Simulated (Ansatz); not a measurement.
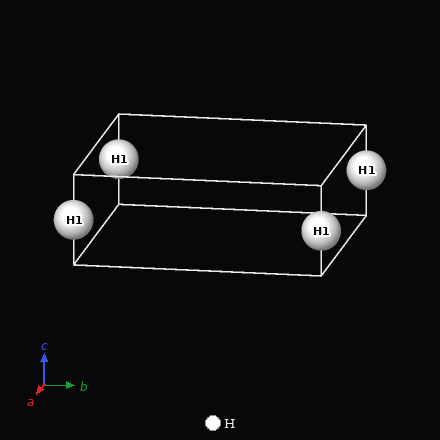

The system is H (P4/mmm, No. 123; 1 atom in the cell); the picture shows the reference structure. 
- The cell is strained homogeneously, by one strain along x and y and another along z, with fractional coordinates fixed (x along [1 0 0], z along [0 0 1] of the conventional cell).
- First axis: strain along x and y. Second axis: strain along z.
- The grid has 5 × 5 points.
- Points are written as (first, second).
- All energies are given in meV/atom relative to the unstrained cell.
- The reference cell is the one listed in the database, not relaxed at this level.
- All numbers below come from DFT PBEsol, scalar-relativistic, plane waves, PAW (Ansatz). Settings: cutoff 420 eV, k-mesh 10×10×26 in the order of the run's cell vectors, gaussian smearing 0.05 eV, no spin polarisation.

Its coordinates:

```xyz
1
Lattice="2.6496 0.0000 0.0000 0.0000 2.6496 0.0000 0.0000 0.0000 0.9805" Properties=species:S:1:pos:R:3 pbc="T T T"
H     0.0000    0.0000    0.4902
```

Range: strain along x and y from −8 to 8 %; strain along z from −8 to 8 %.

> What landscape does the calculation give?

The lowest grid point is at (8 %, 0 %), −7 meV/atom from the unstrained cell. It lies at the edge of the scanned range, so the true minimum may lie outside. The highest grid point, (−8 %, −8 %), lies 83 meV/atom above the lowest.

| strain along z ↓, strain along x and y → | −8 | −4 | 0 | 4 | 8 |
| --- | --- | --- | --- | --- | --- |
| 8 | 38 | 34 | 31 | 26 | 22 |
| 4 | 17 | 12 | 7 | 2 | −2 |
| 0 | 13 | 7 | 0 | −5 | −7 |
| −4 | 31 | 22 | 16 | 12 | 10 |
| −8 | 75 | 66 | 60 | 57 | 55 |

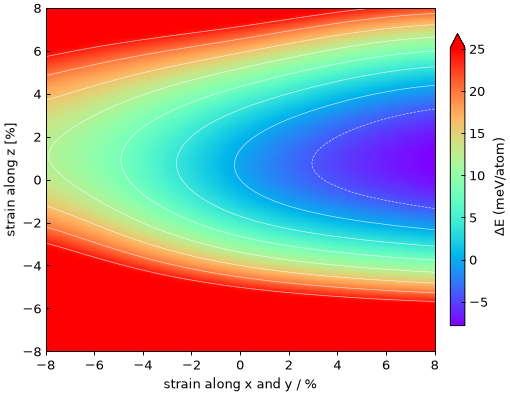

Drawn: a smooth colour map with a few white contour lines, one colour for all values above the top of the scale. Between grid points the surface is interpolated.
